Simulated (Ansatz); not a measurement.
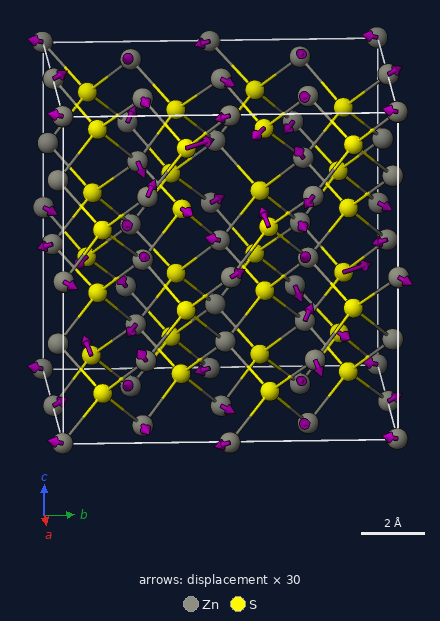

This is a relaxation of a defect cell of composition Zn15S16 (cell charge −1). The starting structure is drawn; purple arrows show the displacements, 30 times their true length.

The picture is a ball-and-stick view of the larger cell on standard axes (2 times the calculation's cell), seen from a free direction.

Theory: DFT PBEsol, scalar-relativistic, plane waves, PAW (Ansatz 0.2.0).

The input:
```yaml
crystal:
  lattice:
    - [-5.3561494797, -5.3561494797, 5.3561494797]
    - [5.3561494797, 5.3561494797, 5.3561494797]
    - [-5.3561494797, 5.3561494797, -5.3561494797]
  atoms:
    - { symbol: Zn, position: [0.4985678505, 0.4993535971, 0.0042006697] }
    - { symbol: Zn, position: [0.2493038697, 0.748646635, 0.0043324422] }
    - { symbol: Zn, position: [0.7494390494, 0.4997017766, 0.7496255682] }
    - { symbol: Zn, position: [0.4950230364, 0.7452756736, 0.7446760562] }
    - { symbol: Zn, position: [0.2494903893, -0.0002842738, 0.7496213116] }
    - { symbol: Zn, position: [0.0044296246, 0.5000947691, 0.4990423736] }
    - { symbol: Zn, position: [0.7435587716, 0.7447697544, 0.4948999105] }
    - { symbol: Zn, position: [0.494737246, -0.0058108669, 0.4951127626] }
    - { symbol: Zn, position: [0.2497175471, 0.254691287, 0.4987331612] }
    - { symbol: Zn, position: [0.0039968324, 0.7493650237, 0.2497915957] }
    - { symbol: Zn, position: [0.7494057589, -0.000270946, 0.2495825692] }
    - { symbol: Zn, position: [0.4990881039, 0.2541708195, 0.2495191868] }
    - { symbol: Zn, position: [0.000621669, 0.0055336384, 0.0004944382] }
    - { symbol: Zn, position: [0.7554561621, 0.2508494852, 0.0005397346] }
    - { symbol: Zn, position: [0.0001555562, 0.2502938783, 0.7548221856] }
    - { symbol: S, position: [0.0058378685, 0.2555027422, 0.0038492236], spin: 0.25 }
    - { symbol: S, position: [0.2494058573, 0.2502529789, 0.7490312025] }
    - { symbol: S, position: [-6.14732e-05, 0.4995335262, 0.7492235428] }
    - { symbol: S, position: [0.4988602157, 0.2486537432, 0.4988259035] }
    - { symbol: S, position: [0.248593323, 0.4999251113, 0.4948986822], spin: 0.25 }
    - { symbol: S, position: [-0.0017562513, 0.7491837343, 0.4989865969] }
    - { symbol: S, position: [0.7496685149, 0.2504055621, 0.2496459355] }
    - { symbol: S, position: [0.4939885925, 0.4979911975, 0.2487213848], spin: 0.25 }
    - { symbol: S, position: [0.2458853398, 0.7439465571, 0.2485766855], spin: 0.25 }
    - { symbol: S, position: [7.1912e-06, -0.0001611398, 0.2495628802] }
    - { symbol: S, position: [0.7492533469, 0.4998614019, 0.0003035102] }
    - { symbol: S, position: [0.4987647841, 0.7489525789, -0.0010165462] }
    - { symbol: S, position: [0.2496520256, -0.0006901703, 0.0003098694] }
    - { symbol: S, position: [0.7498080288, 0.7507937453, 0.7501256227] }
    - { symbol: S, position: [0.5006555025, 0.0001283048, 0.750171215] }
    - { symbol: S, position: [0.7493951929, -0.0003045608, 0.5002349323] }
  host:
    lattice:
      - [0.0, 2.6780747399, 2.6780747399]
      - [2.6780747399, 0.0, 2.6780747399]
      - [2.6780747399, 2.6780747399, 0.0]
    atoms:
      - { symbol: Zn, position: [0.0, 0.0, 0.0] }
      - { symbol: S, position: [0.25, 0.25, 0.25] }
total_charge: -1
basis:
  ecutwfc: 420
  xc_grid: 2
kpoints:
  mp_grid: { grid: [2, 2, 2], shift: [0.5, 0.5, 0.5] }
hamiltonian:
  xc: pbesol
scf:
  occupations: { method: gaussian, width: 0.02 }
  lower_state_search: "off"
output:
  forces: true
  stress: false
  eigenvalues: true
  populations: true
  charged_corrections:
    defect_position: [0.25, 0.5, 0.25]
    epsilon: [[8.9977, 0.0, 0.0], [0.0, 8.9977, 0.0], [0.0, 0.0, 8.9977]]
  write_density: true
  write_potential: true
  elf: true
  volumetric_format: npy
magnetization:
  spin_polarized: true
relax:
  adjacent_minimum: "off"
  f_tol: 0.03
  max_steps: 40
```

Command:
```bash
ansatz run input.yaml --threads 8 --pin off --max-ram 16384MiB --backend cpu --events-out ev --progress --plain --runs-dir out
```

Question: Atoms of which element are displaced furthest, and by how much?

Answer: Sulfur: up to 0.038 Å, against 0.023 Å for zinc.

Question: What happened in the run?

Answer: After 2 geometry steps the energy has fallen by 19.6 meV per cell of the calculation. Largest force component: 0.18 eV/Å at the start, 0.012 eV/Å at the end. The atom that moves furthest is S24 (0.038 Å roughly along [−2 3 0]). By element the largest moves are S 0.038 Å, Zn 0.023 Å. The cell stays as it was. Some distances before and after: Zn8–S24 2.306 → 2.279 Å, Zn14–S16 2.298 → 2.278 Å, Zn13–S16 2.293 → 2.278 Å, Zn10–S24 2.265 → 2.277 Å.

Limits of the set-up: the cell is charged, on a uniform background, and energies carry no finite-size correction.
